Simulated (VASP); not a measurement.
Run report: AlP, geometry relaxation (part 1 of 5)

- system: AlP (slab, 8 atoms in the cell)
- method: Kohn-Sham DFT of a periodic cell, RPBE, VASP PAW PBE potentials, recommended, no spin polarisation (VASP 6.6.1)

The structure derives from an entry of the Crystallography Open Database. It belongs to a series of runs on one base structure; here: the (1 1 1) slab of AlP, cut from the database cell, not relaxed.

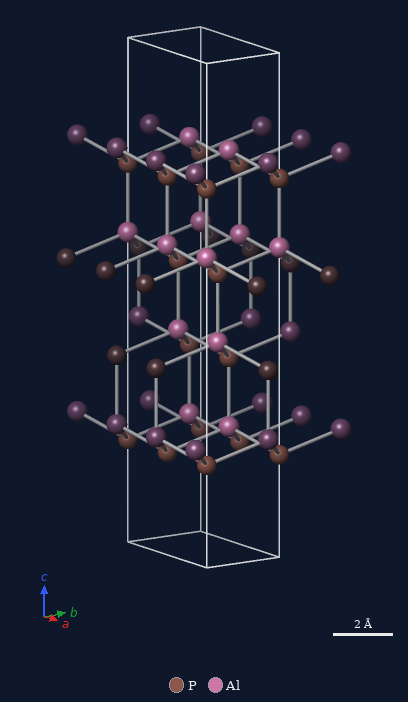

Figure 1. The input geometry (ball-and-stick view of the 2 × 1 repeat of the cell, with the vacuum cut short, seen slightly off an axis; neighbours outside the cell are drawn fainter). Near neighbours in the crystal (not all of them lie inside the picture): P has 3 Al at 2.36 Å; P has 4 Al at 2.36 Å; Al has 4 P at 2.36 Å; Al has 3 P at 2.36 Å.

Key numbers

- outcome: converged
- electrons treated: 32
- free energy: −36.5621 eV
- Fermi energy: 0.373 eV
- gap on the k-point mesh: none (metallic)
- final volume: 324.59 Å³
- largest force (length of the vector) at the end, held atoms and coordinates included: 0.810 eV/Å
- hardware: 1 thread of Intel Xeon (Sapphire Rapids), 128 GiB of memory available, shared host
- wall time: 31 min
- peak memory: 0.46 GiB

INCAR
```
PREC = Accurate
ENCUT = 520
EDIFF = 1E-7
ISMEAR = 0
SIGMA = 0.05
LREAL = False
LASPH = True
NELM = 80
ALGO = Normal
ISIF = 2
LWAVE = False
LCHARG = False
LDIPOL = True
IDIPOL = 3
DIPOL = 0.5 0.5 0.500
GGA = RP
IBRION = 2
NSW = 60
EDIFFG = -0.005
```

KPOINTS
```
regular mesh
0
Gamma
  8 8 1
```

POSCAR
```
AlP
1.0
    3.8544390642      0.0000000000      0.0000000000
   -1.9272195321      3.3380421470      0.0000000000
    0.0000000000      0.0000000000     25.2281930314
P Al
4 4
Selective dynamics
Direct
    0.0000000000      0.0000000000      0.2972864521  F F F
    0.3333333333      0.6666666667      0.4220332508  F F F
    0.6666666667      0.3333333333      0.5467800495  T T T
    0.0000000000      0.0000000000      0.6715268482  T T T
    0.3333333333      0.6666666667      0.3284731518  F F F
    0.6666666667      0.3333333333      0.4532199505  F F F
    0.0000000000      0.0000000000      0.5779667492  T T T
    0.3333333333      0.6666666667      0.7027135479  T T T
```

Run as:
```bash
cat potpaw_PBE.64/P/POTCAR potpaw_PBE.64/Al/POTCAR > POTCAR
mpirun -np 1 vasp_std > vasp.out
```

OSZICAR
```
N       E                     dE             d eps       ncg     rms          rms(c)
DAV:   1     0.162903291278E+03    0.16290E+03   -0.10905E+04   420   0.114E+03
DAV:   2    -0.206348339173E+02   -0.18354E+03   -0.17664E+03   615   0.187E+02
DAV:   3    -0.386538055540E+02   -0.18019E+02   -0.17765E+02   511   0.618E+01
DAV:   4    -0.394557560615E+02   -0.80195E+00   -0.79954E+00   576   0.154E+01
DAV:   5    -0.394906224359E+02   -0.34866E-01   -0.34849E-01   612   0.310E+00    0.108E+01
DAV:   6    -0.548972986842E+02   -0.15407E+02   -0.64291E+01   703   0.417E+01    0.140E+01
DAV:   7    -0.361762165727E+02    0.18721E+02   -0.15833E+02   691   0.293E+01    0.953E+00
DAV:   8    -0.381097180501E+02   -0.19335E+01   -0.22328E+01   531   0.168E+01    0.420E+00
DAV:   9    -0.370979363129E+02    0.10118E+01   -0.85503E-01   528   0.805E+00    0.210E+00
DAV:  10    -0.367196834593E+02    0.37825E+00   -0.59111E-01   536   0.686E+00    0.394E+00
DAV:  11    -0.365365517637E+02    0.18313E+00   -0.24009E-01   490   0.257E+00    0.113E+00
DAV:  12    -0.368152088514E+02   -0.27866E+00   -0.40053E-02   520   0.180E+00    0.404E+00
DAV:  13    -0.365267406377E+02    0.28847E+00   -0.36794E-02   518   0.123E+00    0.156E+00
DAV:  14    -0.366281288761E+02   -0.10139E+00   -0.59195E-02   520   0.151E+00    0.310E+00
DAV:  15    -0.365086915216E+02    0.11944E+00   -0.32455E-02   524   0.859E-01    0.139E+00
DAV:  16    -0.365062868367E+02    0.24047E-02   -0.53012E-03   520   0.346E-01    0.129E+00
DAV:  17    -0.365156215928E+02   -0.93348E-02   -0.65843E-03   515   0.728E-01    0.106E+00
DAV:  18    -0.364890767639E+02    0.26545E-01   -0.22731E-03   515   0.485E-01    0.231E-01
DAV:  19    -0.364991337049E+02   -0.10057E-01   -0.17079E-03   592   0.251E-01    0.965E-01
DAV:  20    -0.364885139170E+02    0.10620E-01   -0.16588E-03   518   0.259E-01    0.100E-01
DAV:  21    -0.364885856611E+02   -0.71744E-04   -0.29180E-04   465   0.818E-02    0.129E-01
DAV:  22    -0.364888271556E+02   -0.24149E-03   -0.15857E-04   500   0.905E-02    0.164E-01
DAV:  23    -0.364884813084E+02    0.34585E-03   -0.65745E-05   510   0.574E-02    0.209E-02
DAV:  24    -0.364885183813E+02   -0.37073E-04   -0.56950E-05   522   0.317E-02    0.390E-02
DAV:  25    -0.364885242112E+02   -0.58299E-05   -0.24169E-05   508   0.208E-02    0.156E-02
DAV:  26    -0.364885688551E+02   -0.44644E-04   -0.74778E-06   561   0.124E-02    0.460E-02
DAV:  27    -0.364885737257E+02   -0.48705E-05   -0.10840E-05   520   0.249E-02    0.230E-02
DAV:  28    -0.364885874108E+02   -0.13685E-04   -0.33340E-06   475   0.863E-03    0.713E-03
DAV:  29    -0.364886088199E+02   -0.21409E-04   -0.11407E-06   467   0.472E-03    0.995E-03
DAV:  30    -0.364886200725E+02   -0.11253E-04   -0.75114E-07   433   0.381E-03    0.198E-03
DAV:  31    -0.364886273776E+02   -0.73051E-05   -0.41385E-07   422   0.231E-03    0.280E-03
DAV:  32    -0.364886314226E+02   -0.40450E-05   -0.28494E-07   406   0.204E-03    0.554E-04
DAV:  33    -0.364886323971E+02   -0.97456E-06   -0.30373E-08   318   0.892E-04    0.155E-03
DAV:  34    -0.364886329285E+02   -0.53135E-06   -0.17524E-08   280   0.603E-04    0.101E-03
DAV:  35    -0.364886331914E+02   -0.26298E-06   -0.13860E-08   285   0.469E-04    0.293E-04
DAV:  36    -0.364886332336E+02   -0.42109E-07   -0.45772E-09   290   0.274E-04
   1 F= -.36488633E+02 E0= -.36480484E+02  d E =-.364886E+02
       N       E                     dE             d eps       ncg     rms          rms(c)
DAV:   1    -0.365410568837E+02   -0.52424E-01   -0.14139E+00   420   0.545E+00    0.109E+00
DAV:   2    -0.427847099659E+02   -0.62437E+01   -0.14945E+00   562   0.128E+01    0.778E+00
DAV:   3    -0.365744744293E+02    0.62102E+01   -0.61521E+00   600   0.997E+00    0.238E+00
DAV:   4    -0.365371170617E+02    0.37357E-01   -0.43670E-01   531   0.233E+00    0.735E-01
DAV:   5    -0.365317092915E+02    0.54078E-02   -0.19672E-02   493   0.753E-01    0.341E-01
DAV:   6    -0.365307781402E+02    0.93115E-03   -0.17877E-03   579   0.244E-01    0.175E-01
DAV:   7    -0.365312762817E+02   -0.49814E-03   -0.43099E-04   510   0.152E-01    0.266E-01
DAV:   8    -0.365308695740E+02    0.40671E-03   -0.23706E-04   515   0.929E-02    0.177E-01
DAV:   9    -0.365305242058E+02    0.34537E-03   -0.68414E-05   592   0.533E-02    0.455E-02
DAV:  10    -0.365305401405E+02   -0.15935E-04   -0.23227E-05   485   0.288E-02    0.592E-02
DAV:  11    -0.365305027485E+02    0.37392E-04   -0.23463E-05   508   0.306E-02    0.463E-03
DAV:  12    -0.365305052145E+02   -0.24660E-05   -0.72988E-06   505   0.151E-02    0.870E-03
DAV:  13    -0.365305054269E+02   -0.21240E-06   -0.59211E-07   534   0.394E-03    0.436E-03
DAV:  14    -0.365305082173E+02   -0.27904E-05   -0.43780E-07   462   0.374E-03    0.349E-03
DAV:  15    -0.365305110167E+02   -0.27994E-05   -0.40224E-07   461   0.282E-03    0.401E-03
DAV:  16    -0.365305124338E+02   -0.14172E-05   -0.16086E-07   412   0.173E-03    0.182E-03
DAV:  17    -0.365305137736E+02   -0.13398E-05   -0.77737E-08   383   0.102E-03    0.106E-03
DAV:  18    -0.365305157373E+02   -0.19637E-05   -0.20169E-07   380   0.116E-03    0.456E-04
DAV:  19    -0.365305162574E+02   -0.52007E-06   -0.22308E-08   351   0.681E-04    0.823E-04
DAV:  20    -0.365305170864E+02   -0.82900E-06   -0.95520E-08   351   0.779E-04    0.602E-04
DAV:  21    -0.365305172554E+02   -0.16897E-06   -0.16835E-08   346   0.493E-04    0.337E-04
DAV:  22    -0.365305173055E+02   -0.50116E-07   -0.51205E-09   280   0.357E-04
   2 F= -.36530517E+02 E0= -.36522258E+02  d E =-.418841E-01
       N       E                     dE             d eps       ncg     rms          rms(c)
DAV:   1    -0.365371266835E+02   -0.66094E-02   -0.30423E-01   420   0.250E+00    0.557E-01
DAV:   2    -0.390293626479E+02   -0.24922E+01   -0.42241E-01   554   0.677E+00    0.503E+00
DAV:   3    -0.365489138576E+02    0.24804E+01   -0.11842E+00   592   0.533E+00    0.124E+00
DAV:   4    -0.365519582216E+02   -0.30444E-02   -0.85907E-02   520   0.125E+00    0.918E-01
DAV:   5    -0.365349847514E+02    0.16973E-01   -0.79281E-03   480   0.553E-01    0.135E-01
DAV:   6    -0.365352379700E+02   -0.25322E-03   -0.75975E-04   611   0.157E-01    0.177E-01
DAV:   7    -0.365349594880E+02    0.27848E-03   -0.20445E-04   529   0.939E-02    0.115E-01
DAV:   8    -0.365349780479E+02   -0.18560E-04   -0.12203E-04   518   0.550E-02    0.122E-01
DAV:   9    -0.365348529707E+02    0.12508E-03   -0.10410E-05   560   0.229E-02    0.701E-02
DAV:  10    -0.365348677020E+02   -0.14731E-04   -0.52399E-06   503   0.152E-02    0.771E-02
DAV:  11    -0.365347936264E+02    0.74076E-04   -0.14149E-05   564   0.290E-02    0.950E-03
DAV:  12    -0.365347951657E+02   -0.15394E-05   -0.55009E-06   480   0.119E-02    0.105E-02
DAV:  13    -0.365347947196E+02    0.44611E-06   -0.27975E-07   470   0.293E-03    0.724E-03
DAV:  14    -0.365347951966E+02   -0.47693E-06   -0.37331E-07   469   0.309E-03    0.473E-03
DAV:  15    -0.365347958124E+02   -0.61586E-06   -0.25204E-07   449   0.332E-03    0.364E-03
DAV:  16    -0.365347960248E+02   -0.21237E-06   -0.69560E-08   354   0.141E-03    0.221E-03
DAV:  17    -0.365347965117E+02   -0.48691E-06   -0.65704E-08   347   0.117E-03    0.136E-03
DAV:  18    -0.365347971603E+02   -0.64865E-06   -0.70969E-08   363   0.974E-04    0.828E-04
DAV:  19    -0.365347973656E+02   -0.20522E-06   -0.94384E-09   320   0.453E-04    0.619E-04
DAV:  20    -0.365347978459E+02   -0.48030E-06   -0.57220E-08   338   0.724E-04    0.512E-04
DAV:  21    -0.365347979893E+02   -0.14340E-06   -0.11120E-08   328   0.480E-04    0.271E-04
DAV:  22    -0.365347980350E+02   -0.45732E-07   -0.42329E-09   295   0.264E-04
   3 F= -.36534798E+02 E0= -.36526540E+02  d E =-.461648E-01
       N       E                     dE             d eps       ncg     rms          rms(c)
DAV:   1    -0.365393312359E+02   -0.45332E-02   -0.74256E-02   420   0.131E+00    0.158E-01
DAV:   2    -0.368017743277E+02   -0.26244E+00   -0.21610E-02   586   0.150E+00    0.331E+00
DAV:   3    -0.365393053528E+02    0.26247E+00   -0.15648E-01   614   0.139E+00    0.628E-02
DAV:   4    -0.365395973255E+02   -0.29197E-03   -0.28790E-03   531   0.270E-01    0.749E-02
DAV:   5    -0.365395703966E+02    0.26929E-04   -0.10079E-04   622   0.625E-02    0.471E-02
DAV:   6    -0.365395554483E+02    0.14948E-04   -0.18324E-05   515   0.281E-02    0.257E-02
DAV:   7    -0.365395556658E+02   -0.21752E-06   -0.13577E-05   490   0.242E-02    0.187E-02
DAV:   8    -0.365395522938E+02    0.33720E-05   -0.45008E-06   555   0.113E-02    0.560E-03
DAV:   9    -0.365395520606E+02    0.23315E-06   -0.64298E-07   513   0.472E-03    0.280E-03
DAV:  10    -0.365395521250E+02   -0.64356E-07   -0.25265E-07   436   0.280E-03
   4 F= -.36539552E+02 E0= -.36531180E+02  d E =-.475409E-02
       N       E                     dE             d eps       ncg     rms          rms(c)
DAV:   1    -0.365451691279E+02   -0.56171E-02   -0.66548E-01   420   0.391E+00    0.460E-01
DAV:   2    -0.376669106765E+02   -0.11217E+01   -0.15461E-01   567   0.394E+00    0.448E+00
DAV:   3    -0.365471366332E+02    0.11198E+01   -0.14892E+00   611   0.339E+00    0.386E-01
DAV:   4    -0.365515355933E+02   -0.43990E-02   -0.24277E-02   523   0.769E-01    0.532E-01
DAV:   5    -0.365480307686E+02    0.35048E-02   -0.19121E-03   500   0.309E-01    0.232E-01
DAV:   6    -0.365474366624E+02    0.59411E-03   -0.24941E-04   534   0.109E-01    0.862E-02
DAV:   7    -0.365474271553E+02    0.95071E-05   -0.23715E-04   523   0.996E-02    0.554E-02
DAV:   8    -0.365474144875E+02    0.12668E-04   -0.88875E-05   521   0.501E-02    0.315E-02
DAV:   9    -0.365474024071E+02    0.12080E-04   -0.80293E-06   513   0.174E-02    0.119E-02
DAV:  10    -0.365474026739E+02   -0.26676E-06   -0.39884E-06   546   0.112E-02    0.739E-03
DAV:  11    -0.365474028669E+02   -0.19308E-06   -0.15208E-06   485   0.640E-03    0.261E-03
DAV:  12    -0.365474031229E+02   -0.25593E-06   -0.80239E-08   323   0.175E-03    0.278E-03
DAV:  13    -0.365474035383E+02   -0.41546E-06   -0.20878E-07   393   0.237E-03    0.125E-03
DAV:  14    -0.365474036876E+02   -0.14927E-06   -0.41779E-08   315   0.118E-03    0.971E-04
DAV:  15    -0.365474037864E+02   -0.98767E-07   -0.15207E-08   300   0.704E-04
   5 F= -.36547404E+02 E0= -.36538797E+02  d E =-.126058E-01
       N       E                     dE             d eps       ncg     rms          rms(c)
DAV:   1    -0.365476912706E+02   -0.28758E-03   -0.75027E-02   420   0.131E+00    0.145E-01
DAV:   2    -0.367161392994E+02   -0.16845E+00   -0.15879E-02   565   0.124E+00    0.276E+00
DAV:   3    -0.365477806501E+02    0.16836E+00   -0.22894E-02   603   0.116E+00    0.550E-02
DAV:   4    -0.365479804195E+02   -0.19977E-03   -0.21056E-03   539   0.229E-01    0.593E-02
DAV:   5    -0.365479740824E+02    0.63371E-05   -0.73193E-05   614   0.509E-02    0.413E-02
DAV:   6    -0.365479693490E+02    0.47334E-05   -0.20049E-05   510   0.298E-02    0.284E-02
DAV:   7    -0.365479645903E+02    0.47587E-05   -0.11256E-05   495   0.223E-02    0.175E-02
DAV:   8    -0.365479614248E+02    0.31655E-05   -0.30960E-06   537   0.982E-03    0.597E-03
DAV:   9    -0.365479612702E+02    0.15462E-06   -0.61485E-07   508   0.434E-03    0.302E-03
DAV:  10    -0.365479613621E+02   -0.91909E-07   -0.15971E-07   346   0.233E-03
   6 F= -.36547961E+02 E0= -.36539303E+02  d E =-.131633E-01
       N       E                     dE             d eps       ncg     rms          rms(c)
DAV:   1    -0.365507429303E+02   -0.27817E-02   -0.17765E-01   420   0.196E+00    0.206E-01
DAV:   2    -0.367879118379E+02   -0.23717E+00   -0.42156E-02   548   0.207E+00    0.164E+00
DAV:   3    -0.365521564777E+02    0.23576E+00   -0.24373E-02   576   0.189E+00    0.330E-01
DAV:   4    -0.365604952765E+02   -0.83388E-02   -0.86029E-03   584   0.499E-01    0.795E-01
DAV:   5    -0.365516340845E+02    0.88612E-02   -0.18729E-03   495   0.338E-01    0.172E-01
DAV:   6    -0.365515863546E+02    0.47730E-04   -0.35400E-04   543   0.903E-02    0.158E-01
DAV:   7    -0.365512728389E+02    0.31352E-03   -0.41752E-05   508   0.613E-02    0.379E-02
DAV:   8    -0.365512811591E+02   -0.83202E-05   -0.40864E-05   510   0.410E-02    0.400E-02
DAV:   9    -0.365515350077E+02   -0.25385E-03   -0.28664E-05   563   0.535E-02    0.142E-01
DAV:  10    -0.365512800521E+02    0.25496E-03   -0.67569E-06   505   0.308E-02    0.404E-02
DAV:  11    -0.365512578663E+02    0.22186E-04   -0.39345E-06   584   0.142E-02    0.198E-03
DAV:  12    -0.365512581321E+02   -0.26581E-06   -0.13211E-06   470   0.588E-03    0.194E-03
DAV:  13    -0.365512589186E+02   -0.78655E-06   -0.10568E-07   384   0.257E-03    0.709E-03
DAV:  14    -0.365512584659E+02    0.45274E-06   -0.93621E-08   372   0.264E-03    0.128E-03
DAV:  15    -0.365512585453E+02   -0.79458E-07   -0.38825E-08   295   0.110E-03
   7 F= -.36551259E+02 E0= -.36542629E+02  d E =-.329718E-02
       N       E                     dE             d eps       ncg     rms          rms(c)
DAV:   1    -0.365513440610E+02   -0.85595E-04   -0.76924E-01   420   0.408E+00    0.429E-01
DAV:   2    -0.371501324498E+02   -0.59879E+00   -0.22130E-01   543   0.434E+00    0.184E+00
DAV:   3    -0.365735881306E+02    0.57654E+00   -0.99707E-02   584   0.415E+00    0.101E+00
DAV:   4    -0.365753416398E+02   -0.17535E-02   -0.39030E-02   560   0.109E+00    0.117E+00
DAV:   5    -0.365792652036E+02   -0.39236E-02   -0.11648E-02   508   0.921E-01    0.102E+00
DAV:   6    -0.365571443221E+02    0.22121E-01   -0.13900E-03   515   0.351E-01    0.488E-01
DAV:   7    -0.365666683266E+02   -0.95240E-02   -0.61146E-04   534   0.202E-01    0.824E-01
DAV:   8    -0.365543382450E+02    0.12330E-01   -0.86405E-04   545   0.350E-01    0.234E-01
DAV:   9    -0.365545802714E+02   -0.24203E-03   -0.42354E-04   537   0.960E-02    0.269E-01
DAV:  10    -0.365543715877E+02    0.20868E-03   -0.30359E-05   528   0.322E-02    0.237E-01
DAV:  11    -0.365535938795E+02    0.77771E-03   -0.37907E-05   564   0.683E-02    0.105E-02
DAV:  12    -0.365535955021E+02   -0.16226E-05   -0.23342E-05   495   0.234E-02    0.158E-02
DAV:  13    -0.365535967232E+02   -0.12211E-05   -0.20703E-06   590   0.753E-03    0.179E-02
DAV:  14    -0.365535948171E+02    0.19061E-05   -0.10601E-07   384   0.220E-03    0.130E-02
DAV:  15    -0.365535977155E+02   -0.28984E-05   -0.16547E-06   473   0.600E-03    0.176E-02
DAV:  16    -0.365535939411E+02    0.37744E-05   -0.27051E-07   440   0.492E-03    0.470E-03
DAV:  17    -0.365535952494E+02   -0.13083E-05   -0.27235E-07   504   0.385E-03    0.984E-03
DAV:  18    -0.365535946747E+02    0.57471E-06   -0.16239E-07   435   0.250E-03    0.369E-03
DAV:  19    -0.365535952351E+02   -0.56033E-06   -0.81699E-08   391   0.127E-03    0.158E-03
DAV:  20    -0.365535958345E+02   -0.59943E-06   -0.57574E-08   362   0.955E-04    0.203E-03
DAV:  21    -0.365535960403E+02   -0.20576E-06   -0.14528E-08   300   0.752E-04    0.757E-04
DAV:  22    -0.365535966425E+02   -0.60219E-06   -0.74254E-08   343   0.771E-04    0.693E-04
DAV:  23    -0.365535970025E+02   -0.36004E-06   -0.41019E-08   352   0.635E-04    0.169E-03
DAV:  24    -0.365535970298E+02   -0.27273E-07   -0.60458E-09   290   0.497E-04
   8 F= -.36553597E+02 E0= -.36545010E+02  d E =-.563567E-02
       N       E                     dE             d eps       ncg     rms          rms(c)
DAV:   1    -0.365556593758E+02   -0.20624E-02   -0.74133E-02   420   0.124E+00    0.180E-01
DAV:   2    -0.368009525894E+02   -0.24529E+00   -0.42607E-02   564   0.207E+00    0.163E+00
DAV:   3    -0.365574361800E+02    0.24352E+00   -0.24293E-02   584   0.191E+00    0.385E-01
DAV:   4    -0.365637265076E+02   -0.62903E-02   -0.76544E-03   576   0.459E-01    0.753E-01
DAV:   5    -0.365558203004E+02    0.79062E-02   -0.12999E-03   500   0.272E-01    0.486E-02
DAV:   6    -0.365560728541E+02   -0.25255E-03   -0.28215E-04   579   0.838E-02    0.143E-01
DAV:   7    -0.365561831301E+02   -0.11028E-03   -0.80554E-05   539   0.878E-02    0.164E-01
DAV:   8    -0.365558626755E+02    0.32045E-03   -0.45244E-05   515   0.723E-02    0.617E-02
DAV:   9    -0.365558612252E+02    0.14502E-05   -0.21676E-05   505   0.411E-02    0.618E-02
DAV:  10    -0.365558122505E+02    0.48975E-04   -0.68434E-06   513   0.190E-02    0.119E-02
DAV:  11    -0.365558189561E+02   -0.67056E-05   -0.12062E-06   513   0.756E-03    0.249E-02
DAV:  12    -0.365558105222E+02    0.84339E-05   -0.60556E-07   534   0.796E-03    0.102E-03
DAV:  13    -0.365558106647E+02   -0.14255E-06   -0.26878E-07   431   0.272E-03    0.207E-03
DAV:  14    -0.365558106634E+02    0.13924E-08   -0.36028E-08   325   0.133E-03
   9 F= -.36555811E+02 E0= -.36547208E+02  d E =-.221363E-02
       N       E                     dE             d eps       ncg     rms          rms(c)
DAV:   1    -0.365589001166E+02   -0.30895E-02   -0.66503E-01   420   0.370E+00    0.554E-01
DAV:   2    -0.375410543603E+02   -0.98215E+00   -0.68099E-01   556   0.633E+00    0.199E+00
DAV:   3    -0.366390921000E+02    0.90196E+00   -0.18053E-01   584   0.688E+00    0.139E+00
DAV:   4    -0.365597912759E+02    0.79301E-01   -0.91995E-02   552   0.142E+00    0.231E-01
DAV:   5    -0.365957497631E+02   -0.35958E-01   -0.10746E-02   490   0.708E-01    0.110E+00
DAV:   6    -0.365682995805E+02    0.27450E-01   -0.10223E-03   528   0.339E-01    0.691E-01
DAV:   7    -0.365602478577E+02    0.80517E-02   -0.91080E-04   592   0.261E-01    0.915E-02
DAV:   8    -0.365606273829E+02   -0.37953E-03   -0.69914E-04   555   0.133E-01    0.173E-01
```
